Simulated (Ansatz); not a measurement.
# CsBr: geometry relaxation

The run: geometry relaxation of CsBr (2 atoms in the cell). Method and program: DFT PBEsol, scalar-relativistic, plane waves, PAW, no spin polarisation (Ansatz 0.2.0).

The structure derives from an entry of the Crystallography Open Database. Figures and captions count atoms from 1; the log counts them from 0 in places.

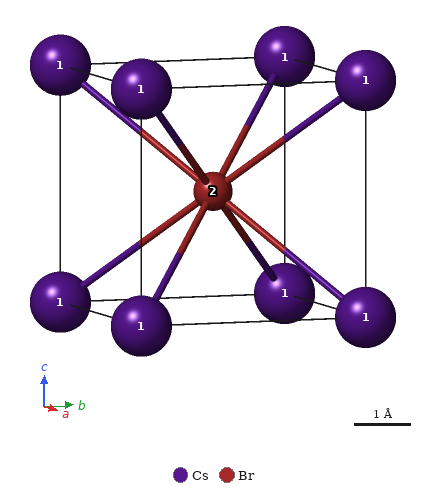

The starting structure (ball-and-stick view of the cell of the calculation, seen slightly off an axis; atoms are numbered from 1 in the order of the input). An atom can appear more than once, as a periodic image. Near neighbours in the periodic cell (some may lie outside the picture): Cs has 8 Br at 3.71 Å; Br has 8 Cs at 3.71 Å.

### Key numbers

```json
{"quantity": "outcome", "value": "converged"}
{"quantity": "space group (tolerance 0.01 Å)", "value": "Pm-3m (221)"}
{"quantity": "electrons treated", "value": "16"}
{"quantity": "free energy", "value": "−8325.8311 eV"}
{"quantity": "Fermi energy", "value": "5.489 eV"}
{"quantity": "gap on the k-point mesh", "value": "4.45 eV"}
{"quantity": "pressure", "value": "0.02 GPa"}
{"quantity": "final volume", "value": "76.24 Å³"}
{"quantity": "largest force (length of the vector) at the end", "value": "under 0.001 eV/Å"}
{"quantity": "final cell", "value": "a = 4.240 Å, b = 4.240 Å, c = 4.240 Å, α = 90.00°, β = 90.00°, γ = 90.00°"}
{"quantity": "hardware", "value": "1 thread of AMD EPYC (Zen 3), 192 GiB of memory available, shared host"}
{"quantity": "wall time", "value": "6.6 s"}
{"quantity": "peak memory", "value": "0.39 GiB"}
```

### Input file
```yaml
crystal:
  lattice:
    - [4.286, 0.0, 0.0]
    - [0.0, 4.286, 0.0]
    - [0.0, 0.0, 4.286]
  atoms:
    - { symbol: Cs, position: [0.0, 0.0, 0.0] }
    - { symbol: Br, position: [0.5, 0.5, 0.5] }
basis:
  ecutwfc: 420
kpoints:
  mp_grid: { grid: [6, 6, 6] }
hamiltonian:
  xc: pbesol
scf:
  occupations: { method: gaussian, width: 0.02 }
output:
  forces: true
  stress: true
  eigenvalues: true
  write_density: true
  write_potential: true
  elf: true
  volumetric_format: npy
relax:
  adjacent_minimum: "off"
  f_tol: 0.005
  max_steps: 80
  cell: { stress_tol: 0.05 }
```

Command:
```bash
ansatz run input.yaml --threads 1 --pin off --max-ram 1228MiB --backend cpu --events-out ev --progress --plain --runs-dir out
```

### The program's output
```
Engine: ansatz 0.2.0, x86_64-unknown-linux-gnu
Pseudopotentials: kind: paw
Pseudopotential: Cs, paw, valence charge 9, recommended cutoff 420 eV (normal), Cs.paw.azcp
Pseudopotential: Br, paw, valence charge 7, recommended cutoff 420 eV (normal), Br.paw.azcp
Functional definition: PBEsol
  exchange = pbesol_x
  correlation = pbesol_c
Crystal: 2 atoms, lattice volume = 78.733 Å³
Basis set: ecut = 420 eV, 1551 PW (Γ), exchange–correlation on 60×60×60 points (8 copies of the dense FFT grid, shifted against one another)
Bands: 12, of which v1, the nominal top of the filled ones, is band 8 counted from 1 (7 counted from 0)
Symmetry: 48 space group operations
Space group: Pm-3m (ITA 221), of the structure as read, at distance tolerance 4.3e-5 Å
k-points: 20 of 216
Non-local potential: Cs, projectors of the file, l = 0: 3, l = 1: 2, l = 2: 2, l = 3: 2
Non-local potential: Br, projectors of the file, l = 0: 2, l = 1: 2, l = 2: 2
PAW form: soft (Blöchl's): semilocal exchange-correlation on the pseudo side does not see the compensation charge
PAW frozen core: Cs, regenerated for the run's functional, and the local potential with it (the file was generated under x = pbe(κ = 0.804, μ = 0.2195149727645171), c = pbe(β = 0.06672455060314922))
PAW frozen core: Br, regenerated for the run's functional, and the local potential with it (the file was generated under x = pbe(κ = 0.804, μ = 0.2195149727645171), c = pbe(β = 0.06672455060314922))
PAW one-centre angular grid: Cs, 194 points (default); XC on 64 Gauss nodes
PAW one-centre angular grid: Br, 110 points (default); XC on 64 Gauss nodes
Initial density: superposition of atomic densities (neutral atoms: chi_scale 0, normalization atom), corrected by the library's trained network
Initial wavefunctions: pseudopotential atomic-orbital guess
Functional: x = pbesol(κ = 0.804, μ = 0.12345679012345678), c = pbesol(β = 0.046)
SCF iter   1: F=—  HF=-8325.827658 eV  |F-HF|=—  |Δ(HF+E_count)|=         —  Δρ=1.85e-3  dr2=4.67e-3  ethr=1.77e-3  ⟨swp⟩=8.1  Hψ=1737  notcnv=0
preconditioner: auto → Resta (q_TF=auto, 2.092 Å⁻¹)  ε∞=2.8  [insulator: Δε(μ)=4.307 eV  Ē_g=11.629 eV  σ=0.020 eV  W_gap=1.00  n_scr=18 (ndim 8)  ℏωp=15.7 eV  f_vac=0.000  D(μ)=0.00/eV (n_scr^D=0)  ε∞_Penn≈2.8]
SCF iter   2: F=—  HF=-8325.827348 eV  |F-HF|=—  |Δ(HF+E_count)|=   3.10e-4  Δρ=9.30e-4  dr2=9.23e-4  ethr=2.92e-5  ⟨swp⟩=2.3  Hψ=603  notcnv=0
SCF iter   3: F=—  HF=-8325.827595 eV  |F-HF|=—  |Δ(HF+E_count)|=   2.47e-4  Δρ=2.36e-4  dr2=4.50e-5  ethr=5.77e-6  ⟨swp⟩=2.0  Hψ=402  notcnv=0
SCF iter   4: F=—  HF=-8325.827648 eV  |F-HF|=—  |Δ(HF+E_count)|=   5.27e-5  Δρ=2.67e-5  dr2=2.94e-7  ethr=2.81e-7  ⟨swp⟩=2.0  Hψ=374  notcnv=0
iter 5 did not close the SCF: its close was put off for the readings that it lacked (scf_convergence_deferred on its scf_iter line)
SCF iter   5: F=-8325.827648 eV  HF=-8325.827648 eV  |F-HF|=2.96e-8  |Δ(HF+E_count)|=   7.57e-7  Δρ=4.69e-6  dr2=1.74e-8  ethr=1.84e-9  ⟨swp⟩=2.1  Hψ=402  notcnv=0
SCF iter   6: F=-8325.827648 eV  HF=-8325.827648 eV  |F-HF|=7.40e-10  |Δ(HF+E_count)|=   3.37e-8  Δρ=8.81e-7  dr2=3.89e-10  ethr=1.09e-10  ⟨swp⟩=6.5  Hψ=1620  notcnv=0
SCF 1 converged in 6 iterations: F = -8325.827648 eV  dr2 = 3.89e-10
  greatest PAW one-centre occupation: 0.926 electrons in one spin orbital (limit 2), on the Cs atom at site 0 (counted from 0), in its partial waves of l = 0
relax step   1: F+E_penalty+E_count = -8325.82764848 eV  Δ(F+E_penalty+E_count) = +0.000e0 eV  max|allowed force component| = 1.565e-29 eV/Å  Δτ_max = 0.0000 Å  P = -0.449 GPa  Ω = 78.733 Å³  (6 SCF iters, dr2 threshold 1.00e-7 eV, accepted)
Crystal: 2 atoms, lattice volume = 77.799 Å³
Basis set: ecut = 420 eV, 1503 PW (Γ), exchange–correlation on 60×60×60 points (8 copies of the dense FFT grid, shifted against one another)
Initial density: handed on by an earlier stage of this run
Initial wavefunctions: those handed on with the density
iter 1 solved again at ethr=7.24e-7 eV; its pass at ethr=3.10e-3 eV (dr2=1.16e-4 eV) is discarded
SCF iter   1: F=—  HF=-8325.829868 eV  |F-HF|=—  |Δ(HF+E_count)|=         —  Δρ=2.15e-4  dr2=1.04e-4  ethr=7.24e-7  ⟨swp⟩=3.2  Hψ=1994  notcnv=0
preconditioner: auto → Resta (q_TF=auto, 2.096 Å⁻¹)  ε∞=2.8  [insulator: Δε(μ)=4.368 eV  Ē_g=11.663 eV  σ=0.020 eV  W_gap=1.00  n_scr=18 (ndim 8)  ℏωp=15.8 eV  f_vac=0.000  D(μ)=0.00/eV (n_scr^D=0)  ε∞_Penn≈2.8]
SCF iter   2: F=—  HF=-8325.829835 eV  |F-HF|=—  |Δ(HF+E_count)|=   3.33e-5  Δρ=9.85e-5  dr2=1.87e-5  ethr=6.48e-7  ⟨swp⟩=2.0  Hψ=284  notcnv=0
SCF iter   3: F=—  HF=-8325.829829 eV  |F-HF|=—  |Δ(HF+E_count)|=   6.21e-6  Δρ=3.74e-5  dr2=1.33e-6  ethr=1.17e-7  ⟨swp⟩=2.2  Hψ=321  notcnv=0
SCF iter   4: F=-8325.829829 eV  HF=-8325.829829 eV  |F-HF|=5.04e-9  |Δ(HF+E_count)|=   1.07e-7  Δρ=5.35e-6  dr2=1.90e-8  ethr=1.25e-9  ⟨swp⟩=11.4  Hψ=2039  notcnv=0
SCF 2 converged in 4 iterations: F = -8325.829829 eV  dr2 = 1.90e-8
relax step   2: F+E_penalty+E_count = -8325.82982878 eV  Δ(F+E_penalty+E_count) = -2.180e-3 eV  max|allowed force component| = 1.307e-30 eV/Å  Δτ_max = 0.0000 Å  P = -0.285 GPa  Ω = 77.799 Å³  energy of the carried Pulay correction = +3.521e-5 eV  (4 SCF iters, dr2 threshold 2.00e-7 eV, accepted)
Crystal: 2 atoms, lattice volume = 76.236 Å³
iter 1 solved again at ethr=1.93e-6 eV; its pass at ethr=3.10e-3 eV (dr2=3.09e-4 eV) is discarded
SCF iter   1: F=—  HF=-8325.831314 eV  |F-HF|=—  |Δ(HF+E_count)|=         —  Δρ=3.61e-4  dr2=2.83e-4  ethr=1.93e-6  ⟨swp⟩=3.1  Hψ=1999  notcnv=0
preconditioner: auto → Resta (q_TF=auto, 2.103 Å⁻¹)  ε∞=2.8  [insulator: Δε(μ)=4.435 eV  Ē_g=11.702 eV  σ=0.020 eV  W_gap=1.00  n_scr=18 (ndim 8)  ℏωp=15.9 eV  f_vac=0.000  D(μ)=0.00/eV (n_scr^D=0)  ε∞_Penn≈2.8]
SCF iter   2: F=—  HF=-8325.831223 eV  |F-HF|=—  |Δ(HF+E_count)|=   9.15e-5  Δρ=1.66e-4  dr2=5.04e-5  ethr=1.77e-6  ⟨swp⟩=2.0  Hψ=294  notcnv=0
SCF iter   3: F=—  HF=-8325.831207 eV  |F-HF|=—  |Δ(HF+E_count)|=   1.62e-5  Δρ=6.10e-5  dr2=3.69e-6  ethr=3.15e-7  ⟨swp⟩=2.1  Hψ=311  notcnv=0
SCF iter   4: F=-8325.831206 eV  HF=-8325.831206 eV  |F-HF|=4.19e-8  |Δ(HF+E_count)|=   4.58e-7  Δρ=7.43e-6  dr2=3.38e-8  ethr=1.25e-9  ⟨swp⟩=8.4  Hψ=2052  notcnv=0
SCF 3 converged in 4 iterations: F = -8325.831206 eV  dr2 = 3.38e-8
relax step   3: F+E_penalty+E_count = -8325.83120619 eV  Δ(F+E_penalty+E_count) = -1.377e-3 eV  max|allowed force component| = 1.528e-30 eV/Å  Δτ_max = 0.0000 Å  P = +0.021 GPa  Ω = 76.236 Å³  energy of the carried Pulay correction = +9.506e-5 eV  (4 SCF iters, dr2 threshold 2.00e-7 eV, accepted)
Initial wavefunctions: pseudopotential atomic-orbital guess (no wavefunctions were taken with the density)
iter 1 solved again at ethr=1.15e-6 eV; its pass at ethr=3.10e-3 eV (dr2=1.84e-4 eV) is discarded
SCF iter   1: F=—  HF=-8325.831104 eV  |F-HF|=—  |Δ(HF+E_count)|=         —  Δρ=1.80e-5  dr2=5.86e-8  ethr=1.15e-6  ⟨swp⟩=3.0  Hψ=2418  notcnv=0
eigensolver tolerance schedule: the retry pair's looser diagonalisation over-reported the residual by 3139.07 of it (diagonalisation noise at an unbounded share of the residual, at the tolerance the schedule requests for it); recorded, not acted on — ethr = c·dr2/N_el stays at c = 1.0e-1
preconditioner: auto → Resta (q_TF=auto, 2.103 Å⁻¹)  ε∞=2.8  [insulator: Δε(μ)=4.453 eV  Ē_g=11.709 eV  σ=0.020 eV  W_gap=1.00  n_scr=18 (ndim 8)  ℏωp=15.9 eV  f_vac=0.000  D(μ)=0.00/eV (n_scr^D=0)  ε∞_Penn≈2.8]
SCF iter   2: F=—  HF=-8325.831103 eV  |F-HF|=—  |Δ(HF+E_count)|=   9.35e-7  Δρ=9.27e-6  dr2=2.10e-8  ethr=3.66e-10  ⟨swp⟩=3.3  Hψ=524  notcnv=0
SCF iter   3: F=—  HF=-8325.831103 eV  |F-HF|=—  |Δ(HF+E_count)|=   4.91e-8  Δρ=1.26e-6  dr2=1.06e-9  ethr=1.31e-10  ⟨swp⟩=2.8  Hψ=388  notcnv=0
SCF iter   4: F=—  HF=-8325.831103 eV  |F-HF|=—  |Δ(HF+E_count)|=  4.00e-10  Δρ=5.20e-7  dr2=1.29e-10  ethr=6.65e-12  ⟨swp⟩=2.6  Hψ=385  notcnv=0
SCF iter   5: F=-8325.831103 eV  HF=-8325.831103 eV  |F-HF|=1.82e-12  |Δ(HF+E_count)|=  1.78e-10  Δρ=7.31e-8  dr2=2.68e-12  ethr=1.00e-12  ⟨swp⟩=6.3  Hψ=1146  notcnv=0
SCF 4 converged in 5 iterations: F = -8325.831103 eV  dr2 = 2.68e-12
relax step   4: F+E_penalty+E_count = -8325.83110262 eV  Δ(F+E_penalty+E_count) = +1.036e-4 eV  max|allowed force component| = 2.564e-30 eV/Å  Δτ_max = 0.0000 Å  P = +0.022 GPa  Ω = 76.236 Å³  stress off target by 2.20e-2 GPa  SCF on the basis re-selected at this cell (its energy is not comparable with the rows above)  (5 SCF iters)
```

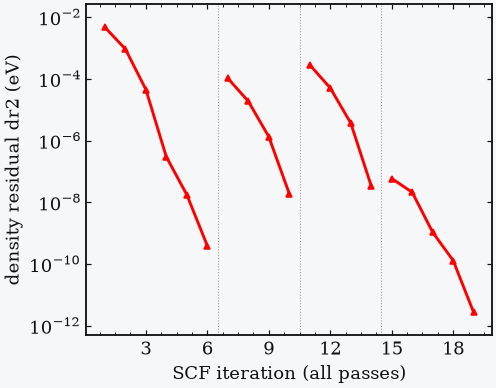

Convergence of the self-consistent field: density residual dr2 against the SCF iteration. The dotted lines part the SCF passes of the relaxation: geometry steps, rejected trials and re-solves on a re-selected basis. The passes take 6, 4, 4 and 5 iterations.

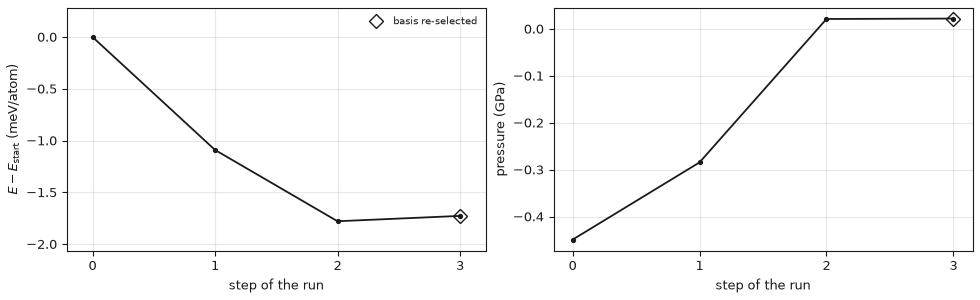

Progress of the relaxation, step by step (the first geometry is step 0 here and step 1 in the log).

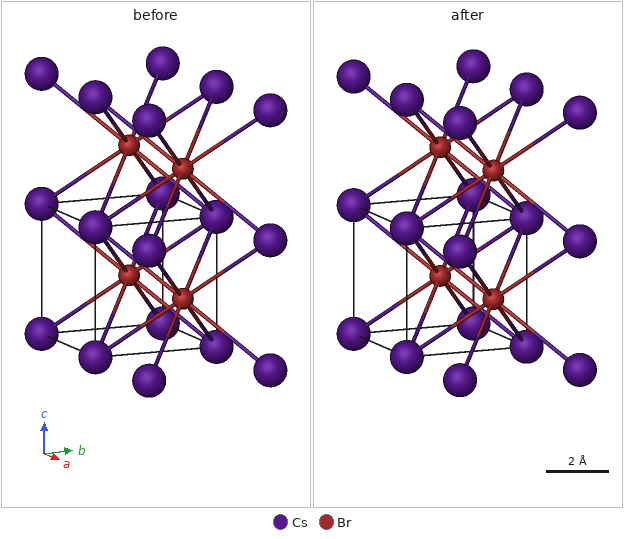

Before (left) and after (right) the relaxation, at one scale (ball-and-stick view of the cell of the calculation, repeated 2 × 1 × 2, seen slightly off an axis). No atom moves by more than 0.005 Å relative to the cell. The volume changes by −3.2 %, with a = b = c 4.286 → 4.240 Å (−1.1 %). Among the contacts that change: Cs1–Br2 3.712 → 3.672 Å. The space group stays Pm-3m (No. 221). After 2 geometry steps the energy has fallen by 1.8 meV per atom. All forces vanish by symmetry, so only the cell relaxes. The pressure goes from −0.45 to 0.02 GPa. A last SCF at the same geometry on a re-selected plane-wave basis shifts the energy by +0.1 meV per atom. (Atoms are counted from 1 in the order of the input.)

```
basis re-selected at this cell: Δ(F+E_penalty+E_count) = +1.036e-4 eV, ΔP = +0.001 GPa vs the last step (what re-selecting the basis moved, of the pressure what is left beyond the Pulay correction that the steps carried, after the strain that the cell walked since its last selection, with what the two solves' SCF thresholds leave and, on support functions, any second-order correction that the steps lacked; it is no measure of the basis error at this ecutwfc). This SCF's stress stands 2.20e-2 GPa from its target on what of the cell is left free (relax.cell.stress_tol is 5.00e-2 GPa) and its largest allowed force component is 2.56e-30 eV/Å (relax.f_tol is 5.00e-3 eV/Å): within both
SCF converged after 5 iterations
Free energy (F): -8325.831103 eV
Harris-Foulkes:  -8325.831103 eV  (|F-HF|=1.82e-12)
Internal energy: -8325.831103 eV  (E = F + TS)
E sigma→0 (E₀):  -8325.831103 eV
Fermi energy:    5.489489 eV
--- Per-component energies (eV) ---
  E_band       = -54.181321
  E_kinetic    = 276.990307
  E_local      = -402.260789  (includes V_loc(G=0)·N_el)
  E_nonlocal   = 101.684128
  E_hartree    = 117.230686
  E_xc         = -435.529868
  E_vxc        = -231.708823  (∫ρ·V_xc dr)
  E_paw        = -7186.309942  (= ΣΔE_a)
  E_vpaw       = -33.347516  (= ΣTr[D̂ρ^β])
  E_aug_tail   = -0.000002  (compensation charges beyond the density's cutoff)
  E_ewald      = -797.872054
  E_core_change = 0.236430  (= ΣΔE_core)
  E_smearing   = -0.000000  (= −TS)
  E_closure    = 0.000000  (closes the sum)
  Σ components = -8325.831103   (vs F -8325.831103, Δ=0.00e0)
--- Forces (eV/Å), atoms counted from 1 ---
  atom   1  Cs    -0.00000000     0.00000000     0.00000000
  atom   2  Br    -0.00000000    -0.00000000    -0.00000000
  max |Σ_I F_I| component: 5.39e-30 eV/Å
--- Stress (GPa, compression-positive) ---
        0.021975       0.000000      -0.000000
        0.000000       0.021975       0.000000
       -0.000000       0.000000       0.021975
  P = ⅓ Tr σ = 0.0220 GPa (0.220 kbar)
--- Band table (eV; the first three rows and the last of 20) ---
  k-point 0: bands = ["-16.4412", "-9.1710", "-3.0007", "-3.0007", "-3.0007", "3.2631", "3.2631", "3.2631", "7.7157", "8.0301", "8.0301", "12.4769"]
  k-point 1: bands = ["-16.4255", "-9.1767", "-3.1167", "-2.9702", "-2.9702", "2.8114", "3.2044", "3.2044", "8.2136", "8.4078", "8.6716", "12.2933"]
  k-point 2: bands = ["-16.3938", "-9.1904", "-3.3239", "-2.9074", "-2.9074", "2.1138", "3.0826", "3.0826", "8.7077", "9.7994", "10.1361", "12.0423"]
  k-point 19: bands = ["-16.2743", "-8.9743", "-3.4485", "-3.4485", "-3.4485", "1.9695", "1.9695", "1.9695", "11.6839", "11.6839", "11.6839", "12.4350"]
--- Relaxed structure (3 steps of the walk, 3 accepted, 1 SCFs on fresh bases) ---
  F+E_penalty+E_count = -8325.83110262 eV   max|allowed force component| = 2.564e-30 eV/Å   (the final SCF, on the basis selected at the relaxed cell)
  cell:  # Å, volume = 76.2362 Å³
    - [4.240207993218973, 3.859884596876085e-33, 3.209883240645393e-35]
    - [3.859884596876085e-33, 4.240207993218973, 0.0]
    - [-9.62964972193618e-35, 0.0, 4.240207993218973]
  atoms:
    - { symbol: Cs, position: [-8.425381814583401e-36, 5.148844442457133e-36, 3.744614139810304e-36] }
    - { symbol: Br, position: [0.49999999999999994, 0.49999999999999994, 0.49999999999999994] }
```

### Trajectory as extended XYZ (Å, eV, eV/Å), 4 frames, from step=1 to step=4
```
2
Lattice="4.2860 0.0000 0.0000 0.0000 4.2860 0.0000 0.0000 0.0000 4.2860" Properties=species:S:1:pos:R:3:forces:R:3 step=1 energy=-8325.82765 pressure_GPa=-0.45
Cs    0.0000    0.0000    0.0000    0.0000   0.0000   0.0000
Br    2.1430    2.1430    2.1430    0.0000   0.0000   0.0000
2
Lattice="4.2690 0.0000 0.0000 0.0000 4.2690 0.0000 0.0000 0.0000 4.2690" Properties=species:S:1:pos:R:3:forces:R:3 step=2 energy=-8325.82983 pressure_GPa=-0.28
Cs    0.0000    0.0000    0.0000    0.0000   0.0000   0.0000
Br    2.1345    2.1345    2.1345    0.0000   0.0000   0.0000
2
Lattice="4.2402 0.0000 0.0000 0.0000 4.2402 0.0000 0.0000 0.0000 4.2402" Properties=species:S:1:pos:R:3:forces:R:3 step=3 energy=-8325.83121 pressure_GPa=0.02
Cs    0.0000    0.0000    0.0000    0.0000   0.0000   0.0000
Br    2.1201    2.1201    2.1201    0.0000   0.0000   0.0000
2
Lattice="4.2402 0.0000 0.0000 0.0000 4.2402 0.0000 0.0000 0.0000 4.2402" Properties=species:S:1:pos:R:3:forces:R:3 step=4 energy=-8325.83110 pressure_GPa=0.02
Cs    0.0000    0.0000    0.0000    0.0000   0.0000   0.0000
Br    2.1201    2.1201    2.1201    0.0000   0.0000   0.0000
```

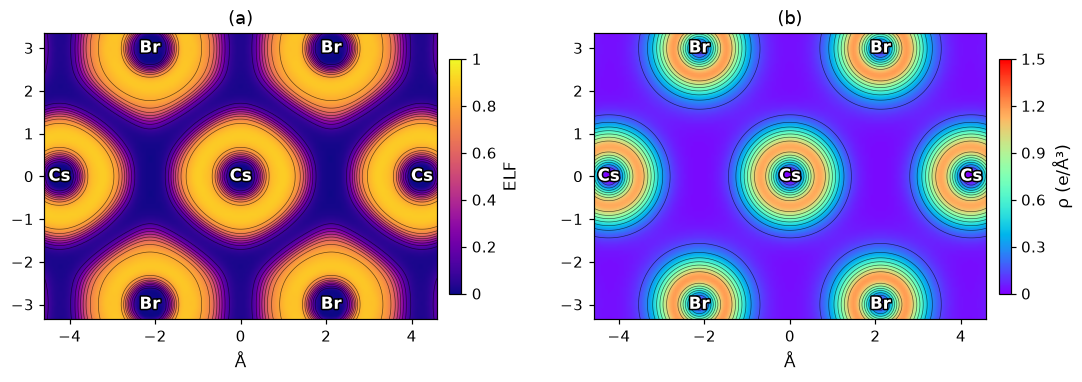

(a) ELF; (b) valence charge density (pseudo) on the (101̄) plane of the conventional cell. The section cuts through Cs and Br sites. Away from the nuclei the density in this plane falls to 0.02 e/Å³ at its lowest. The strong features right at Cs lie inside the PAW spheres (semicore, d or f shells) and say nothing about bonding. Core electrons are frozen (PAW), so the fields are smoothed inside the atomic spheres.

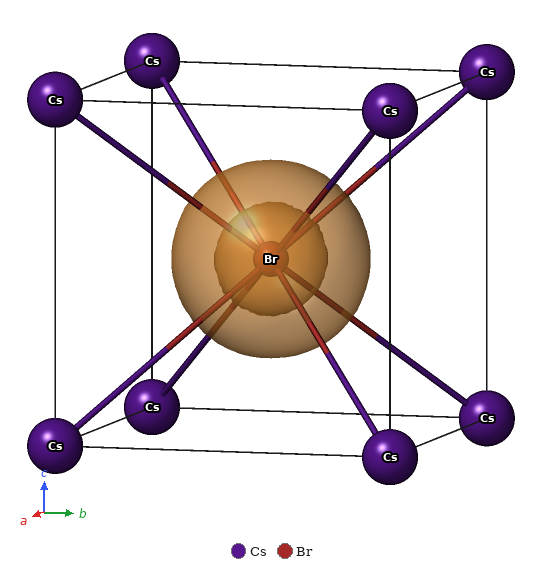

Isosurface of the ELF at 0.8 (orange), seen slightly off an axis. Core shells and regions of very low density are left out. Sticks mark near contacts. The outline is the cell set on symmetry axes. Along the contacts the grid gives the following. Cs–Br (3.67 Å): the ELF is about 0.05 at the midpoint, which marks a largely ionic contact.
